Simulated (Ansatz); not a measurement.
ZrSi₂: single-point calculation

System: ZrSi₂ (6 atoms in the cell).
Method: DFT, PBE, plane waves, PAW, no spin polarisation (Ansatz 0.2.0).

The structure was built on a prototype by a generator; it need not be a known phase. Figures and captions count atoms from 1; the log counts them from 0 in places.

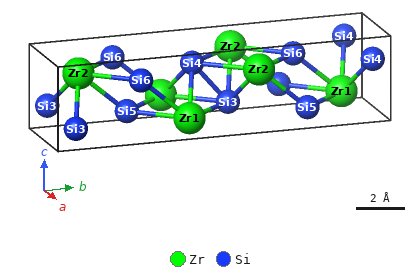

Fig. 1: The structure as given in the input (ball-and-stick view of the cell 2 times as large as that of the calculation, set on its symmetry axes, seen slightly off an axis; atoms are numbered from 1 in the order of the input). An atom can appear more than once, as a periodic image.

## Key numbers

```csv
quantity,value
outcome,converged
space group (tolerance 0.01 Å),Cmcm (63)
electrons treated,40
free energy,−10914.8590 eV
Fermi energy,12.758 eV
pressure,0.74 GPa
largest force (length of the vector),0.066 eV/Å
hardware,"4 threads of Arm Neoverse V2, 24 GiB of memory available, shared host"
wall time,2.4 s (CPU time 9 s)
peak memory,0.45 GiB
```

## Remarks

Settings chosen away from the usual ones: scf.occupations.width = null, scf.occupations.method = "tetrahedron_uncorrected".

## The input
```yaml
crystal:
  lattice:
    - [1.85815100014, -7.34595939836, 0.0]
    - [1.85815100014, 7.34595939836, 0.0]
    - [0.0, 0.0, 3.672553892648]
  atoms:
    - { symbol: Zr, position: [0.6046286350477, 0.3953713649523, 0.25] }
    - { symbol: Zr, position: [0.3953713649523, 0.6046286350477, 0.75] }
    - { symbol: Si, position: [0.946297722054, 0.05370227794598, 0.25] }
    - { symbol: Si, position: [0.05370227794598, 0.946297722054, 0.75] }
    - { symbol: Si, position: [0.2499904891494, 0.7500095108506, 0.25] }
    - { symbol: Si, position: [0.7500095108506, 0.2499904891494, 0.75] }
basis:
  ecutwfc: 420
  ecutrho_ratio: 4
kpoints:
  mp_grid: { grid: [6, 6, 6] }
hamiltonian:
  xc: pbe
scf:
  occupations: { method: tetrahedron_uncorrected }
output:
  forces: true
  stress: true
  write_density: true
  write_potential: true
  elf: true
  volumetric_format: npy
```

Launch command:
```bash
ansatz run input.yaml --threads 4 --pin off --max-ram 8192MiB --backend cpu --events-out ev --progress --plain --runs-dir out
```

## The program's output
```
basis.fft_grid_basis auto: the FFT boxes are laid along the combinations [[1, 1, 0], [0, 1, 0], [0, 0, 1]] of the cell's own vectors, 3.716, 7.577 and 3.673 Å long. The dense box has 25×54×25 points. Along the cell's own vectors, as sized, it would have 54×54×25, 2.16 times as many. Of the 8 symmetry operations that the crystal satisfies within crystal.symmetry.tolerance (time reversal apart; of a slab, those that keep its plane) the dense box along the cell's own vectors carries 8, and the one as laid loses 4 of those. basis.fft_grid_basis: typed keeps the cell's own vectors: state it where this run's energies or levels are differenced outside the engine with another run's, or held beside a run that keeps those vectors. Those combinations have planes normal to reciprocal vector 3, as the cell's own vectors have. Each planar average written beside output.write_density, output.write_potential has a row for each plane of the box: 25. The volumetric files lie along those combinations, not along the cell's own vectors: a cube or XSF file states them, and fields.json those of NumPy files.
Engine: ansatz 0.2.0, aarch64-unknown-linux-gnu
Pseudopotentials: kind: paw
Pseudopotential: Zr, paw, valence charge 12, recommended cutoff 420 eV (normal), Zr.paw.azcp
Pseudopotential: Si, paw, valence charge 4, recommended cutoff 420 eV (normal), Si.paw.azcp
Functional definition: PBE
  parameter kappa = 0.804
  parameter beta = 0.06672455060314922
  exchange = pbe_x(kappa = kappa, mu = beta*pi^2/3)
  correlation = pbe_c(beta = beta)
Crystal: 6 atoms, lattice volume = 100.260 Å³
Basis set: ecut = 420 eV, 1963 PW (Γ), FFT grids on a1+a2, a2, a3, exchange–correlation on 50×108×50 points (8 copies of the dense FFT grid, shifted against one another)
Bands: 26, of which v1, the nominal top of the filled ones, is band 20 counted from 1 (19 counted from 0)
Symmetry: 8 space group operations
Space group: Cmcm (ITA 63), of the structure as read, at distance tolerance 4.6e-5 Å
k-points: 52 of 216
Non-local potential: Zr, projectors of the file, l = 0: 3, l = 1: 2, l = 2: 2, l = 3: 2
Non-local potential: Si, projectors of the file, l = 0: 2, l = 1: 2, l = 2: 2
PAW form: soft (Blöchl's): semilocal exchange-correlation on the pseudo side does not see the compensation charge
PAW one-centre angular grid: Zr, 590 points (default); XC on 64 Gauss nodes
PAW one-centre angular grid: Si, 110 points (default); XC on 64 Gauss nodes
Initial density: superposition of atomic densities (neutral atoms: chi_scale 0, normalization atom), corrected by the library's trained network
Initial wavefunctions: pseudopotential atomic-orbital guess
Functional: x = pbe(κ = 0.804, μ = 0.2195149727645171), c = pbe(β = 0.06672455060314922)
SCF iter   1: F=—  HF=-10914.859316 eV  |F-HF|=—  |Δ(HF+E_count)|=         —  Δρ=2.99e-3  dr2=1.46e-2  ethr=1.77e-3  ⟨swp⟩=6.5  Hψ=7034  notcnv=0
preconditioner: auto → Kerker (q_TF=auto, 2.341 Å⁻¹)  [metal: no gap  n_scr=18 (ndim 8)  ℏωp=18.2 eV  f_vac=0.000]
SCF iter   2: F=—  HF=-10914.858831 eV  |F-HF|=—  |Δ(HF+E_count)|=   4.85e-4  Δρ=1.57e-3  dr2=3.93e-3  ethr=3.65e-5  ⟨swp⟩=2.0  Hψ=2011  notcnv=0  defer=59
SCF iter   3: F=—  HF=-10914.859031 eV  |F-HF|=—  |Δ(HF+E_count)|=   2.00e-4  Δρ=3.21e-4  dr2=2.01e-4  ethr=9.82e-6  ⟨swp⟩=2.2  Hψ=1832  notcnv=0  defer=59
SCF iter   4: F=—  HF=-10914.859012 eV  |F-HF|=—  |Δ(HF+E_count)|=   1.98e-5  Δρ=6.33e-5  dr2=1.01e-5  ethr=5.04e-7  ⟨swp⟩=2.5  Hψ=2172  notcnv=0  defer=59
SCF iter   5: F=—  HF=-10914.859018 eV  |F-HF|=—  |Δ(HF+E_count)|=   6.57e-6  Δρ=2.12e-5  dr2=4.36e-7  ethr=2.53e-8  ⟨swp⟩=2.2  Hψ=2298  notcnv=0  defer=59
SCF iter   6: F=-10914.859018 eV  HF=-10914.859018 eV  |F-HF|=2.61e-9  |Δ(HF+E_count)|=   3.63e-8  Δρ=3.23e-6  dr2=1.40e-8  ethr=2.50e-10  ⟨swp⟩=9.9  Hψ=8666  notcnv=0
SCF 1 converged in 6 iterations: F = -10914.859018 eV  dr2 = 1.40e-8
  greatest PAW one-centre occupation: 0.996 electrons in one spin orbital (limit 2), on the Zr atom at site 1 (counted from 0), in its partial waves of l = 0
SCF converged after 6 iterations
Free energy (F): -10914.859018 eV
Harris-Foulkes:  -10914.859018 eV  (|F-HF|=2.61e-9)
Internal energy: -10914.858610 eV  (E = F + TS)
E sigma→0 (E₀):  -10914.859018 eV
Entropy (-TS):   -0.000408 eV (-0.068 meV/atom)
Fermi energy:    12.757513 eV
--- Per-component energies (eV) ---
  E_band       = -123.379092
  E_kinetic    = 836.313720
  E_local      = -1528.140245  (includes V_loc(G=0)·N_el)
  E_nonlocal   = 261.470085
  E_hartree    = 526.980619
  E_xc         = -550.007430
  E_vxc        = -576.994191  (∫ρ·V_xc dr)
  E_paw        = -7958.566621  (= ΣΔE_a)
  E_vpaw       = -169.986992  (= ΣTr[D̂ρ^β])
  E_aug_tail   = 0.000074  (compensation charges beyond the density's cutoff)
  E_ewald      = -2502.908810
  E_smearing   = -0.000408  (= −TS)
  E_closure    = 0.000000  (closes the sum)
  Σ components = -10914.859018   (vs F -10914.859018, Δ=0.00e0)
--- Forces (eV/Å), atoms counted from 1 ---
  atom   1  Zr     0.00000000     0.06631235     0.00000000
  atom   2  Zr     0.00000000    -0.06631235     0.00000000
  atom   3  Si     0.00000000     0.02203644     0.00000000
  atom   4  Si     0.00000000    -0.02203644     0.00000000
  atom   5  Si     0.00000000     0.03293670     0.00000000
  atom   6  Si     0.00000000    -0.03293670     0.00000000
  max |Σ_I F_I| component: 0.00e0 eV/Å
--- Stress (GPa, compression-positive) ---
        0.721399       0.000000       0.000000
        0.000000       0.757028       0.000000
        0.000000       0.000000       0.751643
  P = ⅓ Tr σ = 0.7434 GPa (7.434 kbar)
--- Band table (eV; the first three rows and the last of 52) ---
  k-point 0: bands = ["-36.0776", "-36.0640", "-14.3243", "-14.1697", "-14.1504", "-14.1455", "-14.1212", "-14.0796", "0.5372", "2.2633", "4.8163", "9.0509", "9.6837", "9.7994", "9.8564", "10.2493", "10.2598", "10.3022", "10.3967", "12.6176", "13.7603", "14.1207", "14.1345", "14.2627", "14.7373", "15.0277"]
  k-point 1: bands = ["-36.0743", "-36.0625", "-14.3110", "-14.1859", "-14.1635", "-14.1425", "-14.1346", "-14.1248", "0.8681", "2.5009", "5.1393", "7.5602", "8.0560", "9.9676", "10.0346", "10.2510", "10.3536", "10.5950", "11.3909", "12.6429", "13.2034", "13.4522", "13.5689", "14.6389", "15.0439", "15.5410"]
  k-point 2: bands = ["-36.0669", "-36.0601", "-14.2949", "-14.2685", "-14.1963", "-14.1554", "-14.1499", "-14.1378", "1.8208", "3.2093", "5.0885", "5.8862", "6.6565", "9.3918", "10.1846", "10.3115", "10.6344", "10.7251", "11.9392", "12.5112", "12.6417", "13.1601", "14.5981", "14.6371", "14.6457", "15.0241"]
  k-point 51: bands = ["-36.0610", "-36.0610", "-14.3163", "-14.3163", "-14.1799", "-14.1799", "-14.1393", "-14.1393", "3.5868", "3.5868", "3.8902", "3.8902", "8.9224", "8.9224", "9.7327", "9.7327", "10.4265", "10.4265", "11.7604", "11.7604", "12.7521", "12.7521", "14.9527", "14.9527", "15.6532", "15.6532"]
```

## File rho_z.tsv
```
# z_ang	rho[e/angstrom^3]
# format = ansatz-planar-average/11
# lattice	1.858151000	-7.345959398	0.000000000
# lattice	1.858151000	7.345959398	0.000000000
# lattice	0.000000000	0.000000000	3.672553893
# sites	6
# site	40	1.858151000	-1.537195410	0.918138473
# site	40	1.858151000	1.537195410	2.754415419
# site	14	1.858151000	-6.556969892	0.918138473
# site	14	1.858151000	6.556969892	2.754415419
# site	14	1.858151000	3.673119432	0.918138473
# site	14	1.858151000	-3.673119432	2.754415419
0.000000	2.949442e-1
0.146902	3.103179e-1
0.293804	3.516115e-1
0.440706	4.044561e-1
0.587609	4.487518e-1
0.734511	4.720773e-1
0.881413	4.785685e-1
1.028315	4.767382e-1
1.175217	4.631251e-1
1.322119	4.288217e-1
1.469022	3.778264e-1
1.615924	3.284036e-1
1.762826	2.988635e-1
1.909728	2.988635e-1
2.056630	3.284036e-1
2.203532	3.778264e-1
2.350434	4.288217e-1
2.497337	4.631251e-1
2.644239	4.767382e-1
2.791141	4.785685e-1
2.938043	4.720773e-1
3.084945	4.487518e-1
3.231847	4.044561e-1
3.378750	3.516115e-1
3.525652	3.103179e-1
```

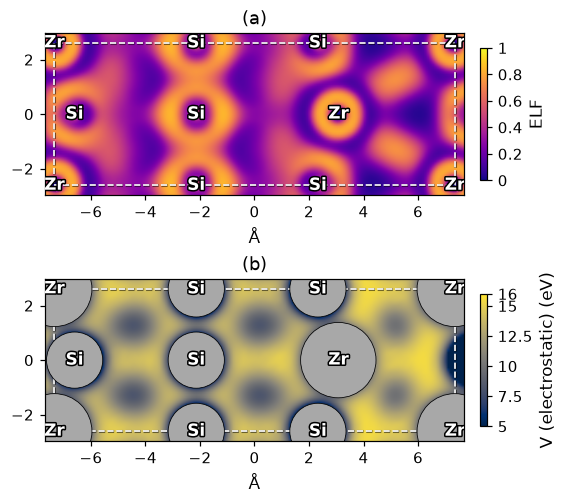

Fig. 2: (a) electron localisation function; (b) electrostatic potential (local pseudopotential plus Hartree) felt by an electron on the (101) plane of the conventional cell. Grey discs, where drawn, cover atomic cores. The section cuts through Zr and Si sites. Zr–Si (2.72 Å): the ELF is about 0.35 at the midpoint. The strong features right at Zr lie inside the PAW spheres (semicore, d or f shells) and say nothing about bonding. Outside the cores the potential energy rises away from the atoms and is highest about 1.9 Å from the nearest atoms; outside the discs it spans about 10 eV, and its zero is arbitrary. The fields are those of the smooth PAW valence density.

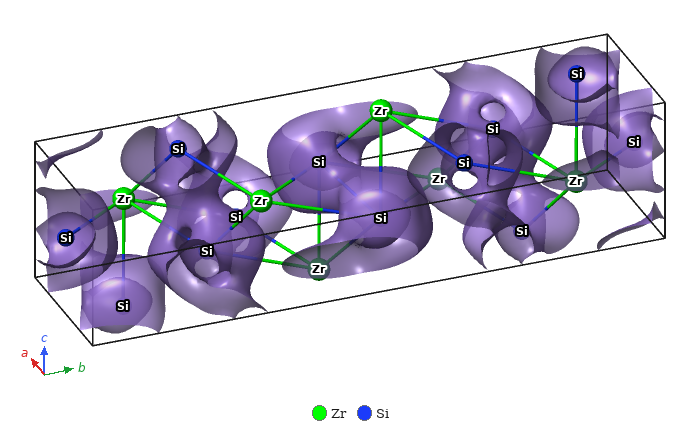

Fig. 3: Isosurface of the ELF at 0.6 (purple), seen at an oblique angle. Only the valence region is drawn (cores and ρ < 0.01 e/Å³ removed). Sticks mark near contacts. The outline is the cell set on symmetry axes. Profiles from the grid: Si–Si (2.42 Å): the ELF peaks at about 0.75 between the atoms (a shared electron pair). Zr–Si (2.72 Å): the ELF is about 0.35 at the midpoint.
